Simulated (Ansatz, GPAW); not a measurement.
# A 8-layer slab of K(100): converging a work function

How do cutoff, mesh, smearing and the dipole layer change the work function of a 8-layer slab of K(100)?

Method: Ansatz plane waves; slab in vacuum with a dipole correction, relaxation, in the first sound run; inputs show where later runs differ, in GPAW 26.7.0 and Ansatz 0.2.0.

## 1. The starting structure

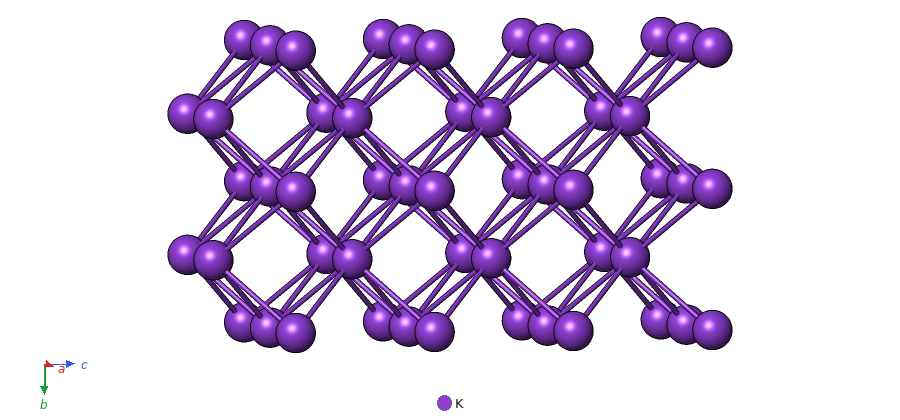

The cell as given, from the side, with the c axis across the page (potassium purple). 2×2×1 cells are drawn. Some periodic images of atoms are drawn too.

The cell holds 8 atoms: 8 K. Cell: a = 5.230 Å, b = 5.230 Å, c = 32.305 Å, α = 90.0°, β = 90.0°, γ = 90.0°. Vacuum lies along c.

## 2. Relaxing the atoms

Forces are removed first; all later runs use this geometry. The lowest 4 atoms are held at bulk positions and keep their forces.

input.yaml reads:

```yaml
crystal:
  lattice:
    - [5.23, 0.0, 0.0]
    - [0.0, 5.23, 0.0]
    - [0.0, 0.0, 32.305]
  atoms:
    - { symbol: K, position: [0.5, 0.5, 0.2166847237] }
    - { symbol: K, position: [0.0, 0.0, 0.2976319455] }
    - { symbol: K, position: [0.5, 0.5, 0.3785791673] }
    - { symbol: K, position: [0.0, 0.0, 0.4595263891] }
    - { symbol: K, position: [0.5, 0.5, 0.5404736109] }
    - { symbol: K, position: [0.0, 0.0, 0.6214208327] }
    - { symbol: K, position: [0.5, 0.5, 0.7023680545] }
    - { symbol: K, position: [0.0, 0.0, 0.7833152763] }
kpoints:
  mp_grid: { grid: [6, 6, 1] }
hamiltonian:
  xc: pbe
scf:
  occupations: { method: fermi_dirac, width: 0.1 }
efield:
  axis: 3
  dipole_correction: true
  ramp_width: 0.05
relax:
  f_tol: 0.02
  max_steps: 60
  constraints: [{ sites: [0, 1, 2, 3] }]
output:
  write_potential: true
  write_density: true
  volumetric_format: npy
```

The run is started by

```sh
ansatz run input.yaml --threads 4 --pin off --max-ram 8192MiB --backend cpu --events-out ev --progress --plain --runs-dir out
```

Numbers of over 12 decimals in the logs are rounded to 6 here.

Output:

```text
Engine: ansatz 0.2.0, aarch64-unknown-linux-gnu
Pseudopotentials: kind: paw
Pseudopotential: K, paw, valence charge 9, recommended cutoff 420 eV (normal), K.paw.azcp
Functional definition: PBE
  parameter kappa = 0.804
  parameter beta = 0.066725
  exchange = pbe_x(kappa = kappa, mu = beta*pi^2/3)
  correlation = pbe_c(beta = beta)
Crystal: 8 atoms, lattice volume = 883.635 Å³
Basis set: ecut = 420 eV, 17331 PW (Γ), exchange–correlation on 72×72×432 points (8 copies of the dense FFT grid, shifted against one another)
Bands: 44, of which v1, the nominal top of the filled ones, is band 36 counted from 1 (35 counted from 0)
Symmetry: 8 space group operations
k-points: 10 of 36
Non-local potential: K, projectors of the file, l = 0: 3, l = 1: 2, l = 2: 2
PAW form: soft (Blöchl's): semilocal exchange-correlation on the pseudo side does not see the compensation charge
PAW one-centre angular grid: K, 110 points (default); XC on 64 Gauss nodes
Initial density: superposition of atomic densities (neutral atoms: chi_scale 0, normalization atom), corrected by the library's trained network
Initial wavefunctions: pseudopotential atomic-orbital guess
Functional: x = pbe(κ = 0.804, μ = 0.219515), c = pbe(β = 0.066725)
SCF iter   1: F=—  HF=-12301.986076 eV  |F-HF|=—  |Δ(HF+E_count)|=         —  Δρ=3.72e-4  dr2=1.40e-2  ethr=1.77e-3  p=0.000 e·Å  D=5.91e-14 V/Å  ΔV_dip=-0.00 eV  dr2_dipole=3.36e-8  V_vac-E_F(+/−)=2.26/2.26 eV  ⟨swp⟩=15.1  Hψ=2296  notcnv=0
efield: sawtooth ramp at fractional position 0.9750 (placed from the atoms, in the widest stretch of the axis that holds none; the zero of the levels goes with the place), width 0.0500; the density the first Hamiltonian is built on has a dipole p = 0.000 e·Å; the dipole correction subtracts the counter field D = 5.91e-14 V/Å, which shifts the + side's vacuum level by -0.00 eV against the − side's; the planar-averaged density in the ramp window peaks in size at 5.5e-5 e/Å³
preconditioner: auto → LDOS  [metal: Δε(μ)=0.069 eV  Ē_g=1.761 eV  σ=0.100 eV  W_gap=0.17  n_scr=90 (ndim 8)  ℏωp=3.5 eV  f_vac=0.317  D(μ)=6.00/eV (n_scr^D=10)  β→1.0]
SCF iter   2: F=—  HF=-12301.990898 eV  |F-HF|=—  |Δ(HF+E_count)|=   4.82e-3  Δρ=2.07e-4  dr2=6.75e-4  ethr=1.94e-5  p=-0.000 e·Å  D=-1.68e-5 V/Å  ΔV_dip=0.00 eV  dr2_dipole=6.33e-8  V_vac-E_F(+/−)=2.26/2.26 eV  ⟨swp⟩=3.3  Hψ=883  notcnv=0
SCF iter   3: F=—  HF=-12301.991180 eV  |F-HF|=—  |Δ(HF+E_count)|=   2.82e-4  Δρ=1.82e-4  dr2=3.84e-4  ethr=9.38e-7  p=-0.000 e·Å  D=-3.66e-6 V/Å  ΔV_dip=0.00 eV  dr2_dipole=4.62e-9  V_vac-E_F(+/−)=2.24/2.24 eV  ⟨swp⟩=2.0  Hψ=755  notcnv=0
SCF iter   4: F=—  HF=-12301.991087 eV  |F-HF|=—  |Δ(HF+E_count)|=   9.24e-5  Δρ=3.26e-5  dr2=2.12e-5  ethr=5.34e-7  p=-0.000 e·Å  D=-2.02e-6 V/Å  ΔV_dip=0.00 eV  dr2_dipole=1.48e-9  V_vac-E_F(+/−)=2.24/2.24 eV  ⟨swp⟩=2.0  Hψ=718  notcnv=0
iter 5 did not close the SCF: its close was put off for the readings that it lacked (scf_convergence_deferred on its scf_iter line)
SCF iter   5: F=-12301.991089 eV  HF=-12301.991089 eV  |F-HF|=1.03e-7  |Δ(HF+E_count)|=   2.03e-6  Δρ=6.83e-6  dr2=1.43e-6  ethr=2.94e-8  p=-0.000 e·Å  D=-2.44e-7 V/Å  ΔV_dip=0.00 eV  dr2_dipole=1.91e-11  V_vac-E_F(+/−)=2.24/2.24 eV  ⟨swp⟩=2.6  Hψ=772  notcnv=0
SCF iter   6: F=-12301.991090 eV  HF=-12301.991090 eV  |F-HF|=6.32e-8  |Δ(HF+E_count)|=   5.01e-7  Δρ=3.34e-6  dr2=1.49e-7  ethr=1.98e-9  p=-0.000 e·Å  D=-2.03e-7 V/Å  ΔV_dip=0.00 eV  dr2_dipole=1.23e-11  V_vac-E_F(+/−)=2.24/2.24 eV  ⟨swp⟩=9.4  Hψ=3592  notcnv=0
WARN: efield: at this solve's end the planar-averaged density reaches 3.52e-5 e/Å³ inside the ramp window [0.9440, 0.0560] (bound 1e-5 e/Å³); the window's nearer edge stands 5.19 Å from this solve's nearest atom along the axis. Its work functions, free energy, forces, stress, dipole, levels and responses can be off, and this figure does not tell by how much. A short vacuum, a low `basis.ecutwfc` or `basis.ecutrho_ratio` and negative occupations (`scf.occupations.method`) can put density there. See the manual's quickstart, § The vacuum guard
SCF 1 converged in 6 iterations: F = -12301.991090 eV  dr2 = 1.49e-7
  greatest PAW one-centre occupation: 0.988 electrons in one spin orbital (limit 2), on the K atom at site 2 (counted from 0), in its partial waves of l = 0
relax step   1: F+E_penalty+E_count = -12301.99108976 eV  Δ(F+E_penalty+E_count) = +0.000e0 eV  max|allowed force component| = 2.400e-2 eV/Å  Δτ_max = 0.0000 Å  (6 SCF iters, dr2 threshold 1.00e-5 eV, accepted)
Initial density: handed on by an earlier stage of this run
Initial wavefunctions: those handed on with the density
iter 1 solved again at ethr=2.51e-7 eV; its pass at ethr=3.10e-3 eV (dr2=1.80e-4 eV) is discarded
SCF iter   1: F=—  HF=-12301.991358 eV  |F-HF|=—  |Δ(HF+E_count)|=         —  Δρ=4.25e-5  dr2=2.30e-4  ethr=2.51e-7  p=-0.000 e·Å  D=-2.04e-7 V/Å  ΔV_dip=0.00 eV  dr2_dipole=8.02e-5  V_vac-E_F(+/−)=2.24/2.24 eV  ⟨swp⟩=3.0  Hψ=1292  notcnv=0
efield: sawtooth ramp at fractional position 0.9750 (handed on by an earlier solve), width 0.0500; the density the first Hamiltonian is built on has a dipole p = -0.000 e·Å; the dipole correction subtracts the counter field D = -2.04e-7 V/Å, which shifts the + side's vacuum level by +0.00 eV against the − side's; the planar-averaged density in the ramp window peaks in size at 3.8e-5 e/Å³
preconditioner: auto → LDOS  [metal: Δε(μ)=0.072 eV  Ē_g=1.763 eV  σ=0.100 eV  W_gap=0.18  n_scr=90 (ndim 8)  ℏωp=3.5 eV  f_vac=0.318  D(μ)=5.98/eV (n_scr^D=10)  β→1.0]
SCF iter   2: F=—  HF=-12301.991345 eV  |F-HF|=—  |Δ(HF+E_count)|=   1.30e-5  Δρ=2.50e-5  dr2=6.16e-6  ethr=2.51e-7  p=-0.000 e·Å  D=-7.37e-5 V/Å  ΔV_dip=0.00 eV  dr2_dipole=4.29e-10  V_vac-E_F(+/−)=2.24/2.24 eV  ⟨swp⟩=1.4  Hψ=450  notcnv=0
SCF iter   3: F=—  HF=-12301.991530 eV  |F-HF|=—  |Δ(HF+E_count)|=   1.85e-4  Δρ=1.87e-5  dr2=3.25e-6  ethr=8.56e-9  p=-0.000 e·Å  D=-3.13e-5 V/Å  ΔV_dip=0.00 eV  dr2_dipole=4.37e-7  V_vac-E_F(+/−)=2.24/2.24 eV  ⟨swp⟩=2.0  Hψ=835  notcnv=0
SCF iter   4: F=—  HF=-12301.991529 eV  |F-HF|=—  |Δ(HF+E_count)|=   9.97e-7  Δρ=3.06e-6  dr2=2.03e-7  ethr=4.52e-9  p=-0.000 e·Å  D=-1.73e-5 V/Å  ΔV_dip=0.00 eV  dr2_dipole=1.79e-9  V_vac-E_F(+/−)=2.24/2.24 eV  ⟨swp⟩=2.1  Hψ=707  notcnv=0
SCF iter   5: F=-12301.991529 eV  HF=-12301.991529 eV  |F-HF|=8.25e-9  |Δ(HF+E_count)|=   1.17e-7  Δρ=9.56e-7  dr2=1.73e-8  ethr=1.39e-10  p=0.000 e·Å  D=6.31e-6 V/Å  ΔV_dip=-0.00 eV  dr2_dipole=1.35e-9  V_vac-E_F(+/−)=2.24/2.24 eV  ⟨swp⟩=10.5  Hψ=2968  notcnv=0
[...]
WARN: efield: at this solve's end the planar-averaged density reaches 5.04e-5 e/Å³ inside the ramp window [0.9440, 0.0560] (bound 1e-5 e/Å³); the window's nearer edge stands 4.98 Å from this solve's nearest atom along the axis. Its work functions, free energy, forces, stress, dipole, levels and responses can be off, and this figure does not tell by how much. A short vacuum, a low `basis.ecutwfc` or `basis.ecutrho_ratio` and negative occupations (`scf.occupations.method`) can put density there. See the manual's quickstart, § The vacuum guard
SCF 3 converged in 7 iterations: F = -12301.993669 eV  dr2 = 9.59e-8
relax step   3: F+E_penalty+E_count = -12301.99366919 eV  Δ(F+E_penalty+E_count) = -2.140e-3 eV  max|allowed force component| = 3.529e-3 eV/Å  Δτ_max = 0.1942 Å  (7 SCF iters, accepted)
SCF iter   1: F=—  HF=-12301.993528 eV  |F-HF|=—  |Δ(HF+E_count)|=         —  Δρ=1.16e-4  dr2=2.68e-3  ethr=2.21e-5  p=0.001 e·Å  D=1.13e-4 V/Å  ΔV_dip=-0.00 eV  dr2_dipole=1.58e-3  V_vac-E_F(+/−)=2.23/2.24 eV  ⟨swp⟩=3.6  Hψ=1082  notcnv=0
efield: sawtooth ramp at fractional position 0.9750 (handed on by an earlier solve), width 0.0500; the density the first Hamiltonian is built on has a dipole p = 0.001 e·Å; the dipole correction subtracts the counter field D = 1.13e-4 V/Å, which shifts the + side's vacuum level by -0.00 eV against the − side's; the planar-averaged density in the ramp window peaks in size at 5.9e-5 e/Å³
preconditioner: auto → LDOS  [metal: Δε(μ)=0.059 eV  Ē_g=1.753 eV  σ=0.100 eV  W_gap=0.15  n_scr=90 (ndim 8)  ℏωp=3.5 eV  f_vac=0.310  D(μ)=6.10/eV (n_scr^D=10)  β→1.0]
SCF iter   2: F=—  HF=-12301.993773 eV  |F-HF|=—  |Δ(HF+E_count)|=   2.45e-4  Δρ=8.64e-5  dr2=3.75e-3  ethr=3.73e-6  p=0.002 e·Å  D=4.71e-4 V/Å  ΔV_dip=-0.02 eV  dr2_dipole=4.80e-3  V_vac-E_F(+/−)=2.23/2.24 eV  ⟨swp⟩=1.2  Hψ=522  notcnv=0
SCF iter   3: F=—  HF=-12301.993687 eV  |F-HF|=—  |Δ(HF+E_count)|=   8.66e-5  Δρ=2.72e-5  dr2=5.68e-4  ethr=3.73e-6  p=0.001 e·Å  D=2.05e-4 V/Å  ΔV_dip=-0.01 eV  dr2_dipole=7.05e-4  V_vac-E_F(+/−)=2.23/2.24 eV  ⟨swp⟩=1.0  Hψ=440  notcnv=0
SCF iter   4: F=—  HF=-12301.993685 eV  |F-HF|=—  |Δ(HF+E_count)|=   1.95e-6  Δρ=4.26e-5  dr2=7.13e-5  ethr=7.89e-7  p=0.000 e·Å  D=3.87e-5 V/Å  ΔV_dip=-0.00 eV  dr2_dipole=7.94e-5  V_vac-E_F(+/−)=2.24/2.24 eV  ⟨swp⟩=1.0  Hψ=440  notcnv=0
SCF iter   5: F=—  HF=-12301.993808 eV  |F-HF|=—  |Δ(HF+E_count)|=   1.24e-4  Δρ=8.42e-6  dr2=2.72e-5  ethr=9.91e-8  p=0.000 e·Å  D=7.10e-5 V/Å  ΔV_dip=-0.00 eV  dr2_dipole=3.70e-5  V_vac-E_F(+/−)=2.23/2.24 eV  ⟨swp⟩=1.2  Hψ=442  notcnv=0
SCF iter   6: F=—  HF=-12301.993808 eV  |F-HF|=—  |Δ(HF+E_count)|=   6.25e-7  Δρ=3.02e-6  dr2=1.43e-6  ethr=3.78e-8  p=0.001 e·Å  D=1.54e-4 V/Å  ΔV_dip=-0.00 eV  dr2_dipole=1.78e-6  V_vac-E_F(+/−)=2.23/2.24 eV  ⟨swp⟩=1.0  Hψ=440  notcnv=0
SCF iter   7: F=—  HF=-12301.993808 eV  |F-HF|=—  |Δ(HF+E_count)|=   2.79e-8  Δρ=8.92e-7  dr2=7.49e-7  ethr=1.99e-9  p=0.001 e·Å  D=1.56e-4 V/Å  ΔV_dip=-0.01 eV  dr2_dipole=9.48e-7  V_vac-E_F(+/−)=2.23/2.24 eV  ⟨swp⟩=2.0  Hψ=477  notcnv=0
SCF iter   8: F=-12301.993808 eV  HF=-12301.993808 eV  |F-HF|=6.80e-8  |Δ(HF+E_count)|=   1.20e-8  Δρ=2.97e-7  dr2=3.01e-8  ethr=1.39e-10  p=0.001 e·Å  D=1.53e-4 V/Å  ΔV_dip=-0.00 eV  dr2_dipole=3.94e-8  V_vac-E_F(+/−)=2.23/2.24 eV  ⟨swp⟩=9.1  Hψ=2772  notcnv=0
WARN: efield: at this solve's end the planar-averaged density reaches 5.56e-5 e/Å³ inside the ramp window [0.9440, 0.0560] (bound 1e-5 e/Å³); the window's nearer edge stands 4.91 Å from this solve's nearest atom along the axis. Its work functions, free energy, forces, stress, dipole, levels and responses can be off, and this figure does not tell by how much. A short vacuum, a low `basis.ecutwfc` or `basis.ecutrho_ratio` and negative occupations (`scf.occupations.method`) can put density there. See the manual's quickstart, § The vacuum guard
SCF 4 converged in 8 iterations: F = -12301.993808 eV  dr2 = 3.01e-8
relax step   4: F+E_penalty+E_count = -12301.99380780 eV  Δ(F+E_penalty+E_count) = -1.386e-4 eV  max|allowed force component| = 1.634e-3 eV/Å  Δτ_max = 0.0608 Å  (8 SCF iters, accepted)
NSCF: frozen V_eff on 10 k-points
the band table was solved once a step of the walk had ended and its energy, with any forces and stress, was formed, with the checks that follow a solve (2472 applications of the Hamiltonian). They found nothing against the state; the energy, forces and stress were not computed again (output.eigenvalues in the input reference)
WARN: The output density's exchange-correlation potential varies sharply where the density is thin. Do not read a vacuum level from v_tot or v_xc, or from such a field of the output density. On a cell that repeats whose density bears no net charge and no dipole along the vacuum's axis use v_es (v_loc + v_h of the components); under efield.dipole_correction with no amplitude use v_es + v_field, which holds any externa [...]
SCF converged after 8 iterations
Free energy (F): -12301.993808 eV
Harris-Foulkes:  -12301.993808 eV  (|F-HF|=6.80e-8)
Internal energy: -12301.790017 eV  (E = F + TS)
E sigma→0 (E₀):  -12301.891913 eV
Entropy (-TS):   -0.203791 eV (-25.474 meV/atom)
Fermi energy:    0.471007 eV
Dipole field:    D = 0.000026 V/Å  (p = 0.000128 e·Å, saw-weighted, corrected)
Work function:   Φ+ = 2.2343 eV   Φ− = 2.2361 eV
Levels:          The Fermi level and band energies are counted from a zero that moves with the ramp; work functions are not
Vacuum region:   at the solve's end the planar-averaged density reaches 5.56e-5 e/Å³ inside the ramp window [0.9440, 0.0560] (bound 1e-5 e/Å³)
--- Per-component energies (eV) ---
  E_band       = -1240.264033
  E_kinetic    = 2017.195567
  E_local      = -17130.660313  (includes V_loc(G=0)·N_el)
  E_nonlocal   = 103.491625
  E_hartree    = 7652.268610
  E_xc         = -1069.589626
  E_vxc        = -1303.688050  (∫ρ·V_xc dr)
  E_paw        = -6254.761047  (= ΣΔE_a)
  E_vpaw       = -231.144273  (= ΣTr[D̂ρ^β])
  E_aug_tail   = -0.000027  (compensation charges beyond the density's cutoff)
  E_efield     = 0.000000  (sawtooth field / dipole correction)
  E_vefield    = -0.000156  (∫n·V_field dr)
  E_ewald      = 2380.265193
  E_smearing   = -0.203791  (= −TS)
  E_closure    = -0.000000  (closes the sum)
  Σ components = -12301.993808   (vs F -12301.993808, Δ=0.00e0)
--- Forces (eV/Å), atoms counted from 1 ---
  atom   1  K     -0.00000000     0.00000000    -0.02372163
  atom   2  K     -0.00000000     0.00000000     0.01125745
  atom   3  K     -0.00000000     0.00000000    -0.00421288
  atom   4  K     -0.00000000     0.00000000     0.01628961
  atom   5  K      0.00000000     0.00000000    -0.00023730
  atom   6  K      0.00000000     0.00000000    -0.00051213
  atom   7  K      0.00000000     0.00000000     0.00163433
  atom   8  K      0.00000000     0.00000000    -0.00048733
  max |Σ_I F_I| component: 1.01e-5 eV/Å
--- Band table (eV; the first three rows and the last of 10) ---
  k-point 0: bands = [... 32 lower, -1.6335, -1.4203, -1.0640, -0.5988, -0.0445, 0.5433, 1.0991, 1.6647, ... 4 higher]
  k-point 1: bands = [... 32 lower, -1.4587, -1.2485, -0.8972, -0.4381, 0.1088, 0.6886, 1.2333, 1.7245, ... 4 higher]
  k-point 2: bands = [... 32 lower, -0.9498, -0.7483, -0.4122, 0.0270, 0.5490, 0.8420, 1.0163, 1.1001, ... 4 higher]
  k-point 9: bands = [... 32 lower, 1.0062, 1.0120, 1.2248, 1.2248, 1.2248, 1.2259, 1.3397, 1.3397, ... 4 higher]
--- Relaxed structure (4 steps of the walk, 4 accepted, 0 SCFs on fresh bases) ---
  F+E_penalty+E_count = -12301.99380780 eV   max|allowed force component| = 1.634e-3 eV/Å
  atoms:
    - { symbol: K, position: [0.5, 0.5, 0.2166847237] }
    - { symbol: K, position: [0.0, 0.0, 0.2976319455] }
    - { symbol: K, position: [0.5, 0.5, 0.3785791673] }
    - { symbol: K, position: [0.0, 0.0, 0.4595263891] }
    - { symbol: K, position: [0.5, 0.5, 0.542680] }
    - { symbol: K, position: [0, 0.0, 0.625669] }
    - { symbol: K, position: [0.5, 0.5, 0.707814] }
    - { symbol: K, position: [0, 0.0, 0.791907] }
```

Run time: 31 s. Hardware: 4 threads of Arm Neoverse V1, shared host; peak memory 1.2 GiB; 2 min of CPU time.

The steps of the relaxation:

| step | energy less that of the first step (eV) | largest force component (eV/Å) |
| --- | --- | --- |
| 1 | 0.0000 | 0.0240 |
| 2 | -0.0004 | 0.0218 |
| 3 | -0.0026 | 0.0035 |
| 4 | -0.0027 | 0.0016 |

The run keeps the 8 symmetry operations that it works with, so distortions that break them were not tested.

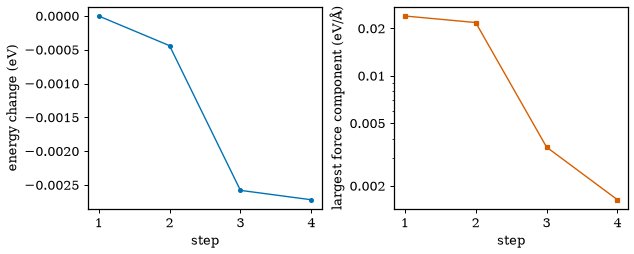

Energy and largest force along the relaxation.

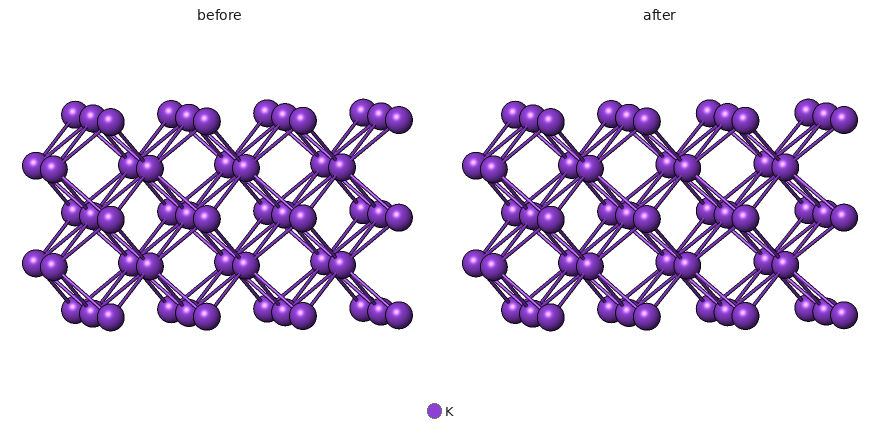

The structure before and after the relaxation, drawn at the same scale.

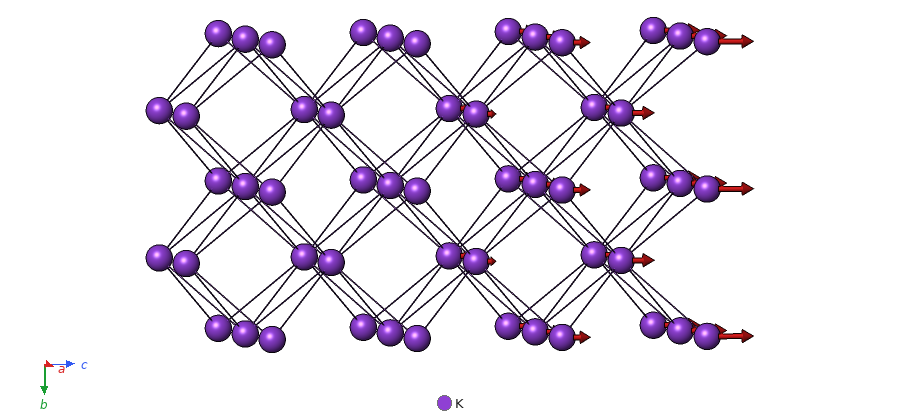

Displacements in the relaxation, exaggerated; the longest in the cell stands for 0.28 Å. 2×2×1 cells are drawn. Some periodic images of atoms are drawn too.

The atoms that moved most (Å):

```
atom     dx     dy     dz  length
  K8  0.000  0.000  0.278   0.278
  K7  0.000  0.000  0.176   0.176
  K6  0.000  0.000  0.137   0.137
  K5  0.000  0.000  0.071   0.071
```

Numbers from this step:

```
free energy             : -12301.9938 eV
smearing term TS        : 0.2038 eV
symmetry operations     : 8
upper work function     : 2.234 eV
lower work function     : 2.236 eV
dipole along the normal : 1.28e-4 e·Å
dipole field            : 2.62e-5 V/Å
vacuum level above      : 2.705 eV
vacuum level below      : 2.707 eV
```

The electrostatic potential energy of an electron (with the applied field's), less the Fermi level, planar mean oscillates, so the rows of the table below give means over windows of 2.69 Å about each position, cut where the curve ends. Its maxima inside the range that stand out by 2 % of the span (Å: eV): 8.4: 0.916, 10.9: 0.906, 13.5: 0.895, 16.2: 1.02, 18.8: 0.994, 21.5: 0.950, 24.2: 1.06. Its minima: 7.0: -2.80, 9.6: -2.63, 12.3: -2.64, 14.8: -2.65, 17.5: -2.64, 20.2: -2.64, 22.9: -2.63, 25.6: -2.80.

The electrostatic potential energy of an electron (with the applied field's), less the Fermi level, planar mean by z; means over each step:

```csv
z (Å),"electrostatic potential energy of an electron (with the applied field's), less the Fermi level, planar mean (eV)"
1.34,2.24
4.04,2.09
6.73,-0.608
9.42,-0.632
12.11,-0.643
14.80,-0.627
17.48,-0.606
20.18,-0.613
22.87,-0.591
25.56,-0.651
28.25,2.00
30.94,2.23
```

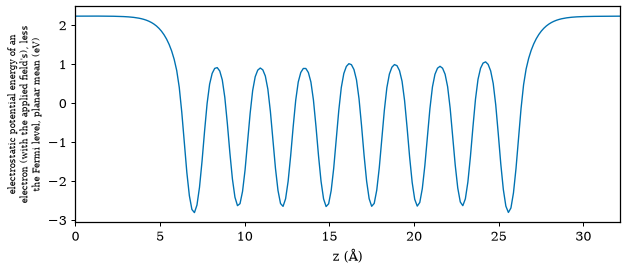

Electrostatic potential energy of an electron (with the applied field's), less the Fermi level, planar mean, plotted against z.

The valence density, planar mean oscillates, so the rows of the table below give means over windows of 2.69 Å about each position, cut where the curve ends. Its maxima inside the range that stand out by 2 % of the span (Å: e/Å³): 7.0: 0.265, 9.6: 0.266, 12.3: 0.267, 14.8: 0.266, 17.5: 0.266, 20.2: 0.267, 22.9: 0.266, 25.6: 0.265. Its minima: 8.4: 0.0261, 10.9: 0.0245, 13.6: 0.0251, 16.2: 0.0231, 18.8: 0.0230, 21.5: 0.0234, 24.2: 0.0231.

The valence density, planar mean by z; means over each step:

```
z (Å)  valence density, planar mean (e/Å³)
 1.34                               3.4e-5
 4.04                              0.00164
 6.73                                0.118
 9.42                                0.123
12.11                                0.123
14.80                                0.123
17.48                                0.122
20.18                                0.123
22.87                                0.123
25.56                                0.120
28.25                              0.00257
30.94                               5.8e-5
```

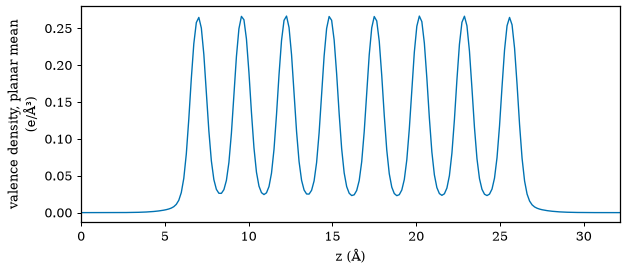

Valence density, planar mean against z.

The relaxation lowered the energy of the cell by 0.00272 eV.

(Continued in part 2 of 3.)

[Logs are printed without paths, hosts, clocks, repeated set-up lines and the standing remarks that a program may print on its own settings, such as how far it seeks lower states.]

[Hosts, paths, dates, database ids (printed as entryN), source tags and the programs' standing remarks are cut or masked in the printed files.]
